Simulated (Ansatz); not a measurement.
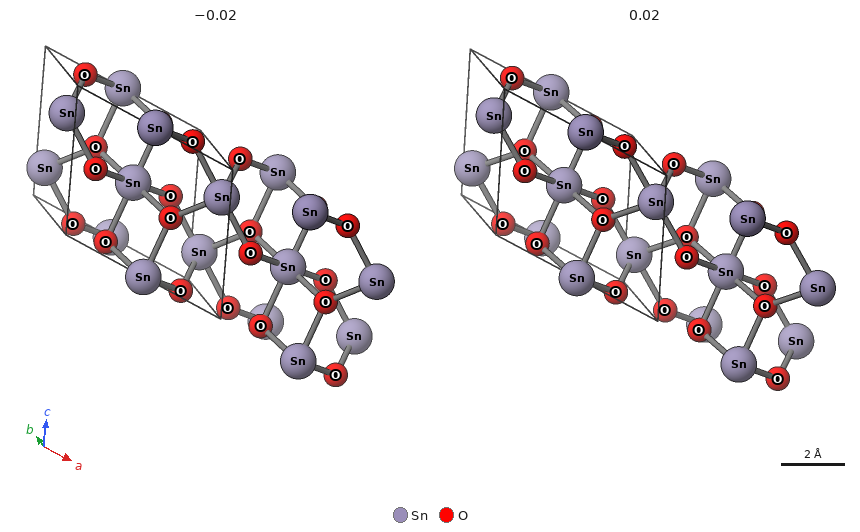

A crystal of SnO$_{2}$ (set up in Imma), under biaxial strain in the a–b plane (c and atoms relaxed), with energies (extrapolated to zero smearing) counted from the relaxed crystal, which is the row at zero. The picture shows the first and the last member. Style: ball-and-stick. Shown: the cell of the calculation, repeated 2 × 1 × 1 with one cell outlined, slightly off an axis.

Computed with Ansatz 0.2.0: DFT r2SCAN, scalar-relativistic, plane waves, PAW. Set-up: plane-wave cutoff 500 eV; k-point mesh 6 × 6 × 6; occupations gaussian; smearing width 0.02 eV; no spin polarisation; force threshold 0.008 eV/Å.

```
strain  energy (meV/atom)  a (Å)  c (Å)  band gap (eV)
 −0.02              11.80  5.621  5.750           2.01
 −0.01                  ?      ?      ?              ?
   0.0               0.00  5.736  5.736           1.77
  0.01               2.65  5.793  5.731           1.64
  0.02              10.39  5.850  5.728           1.52
```

**Fill in the missing row.**

A parabola through three neighbouring rows (−0.02, 0.0, 0.01) gives, with Lagrange weights, (0.3333)(11.80) + (1.0000)(0.00) + (−0.3333)(2.65) = 3.05 meV/atom. The calculation gives 2.89 meV/atom (a = 5.678 Å, c = 5.742 Å). The estimate is 0.16 meV/atom too high. For the gap a parabola through the rows −0.02, 0.0, 0.01 gives 1.89 eV, and the calculation 1.89 eV (semilocal gaps, lower than measured ones as a rule). From the first member to the last: O–Sn 2.019 → 2.103 Å, O–Sn 2.045 → 2.088 Å, O–Sn 2.083 → 2.049 Å.

The whole series:

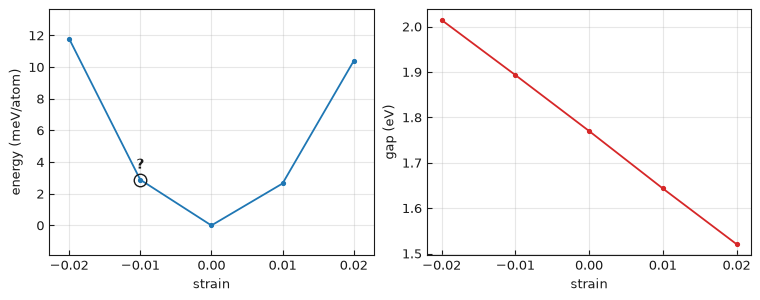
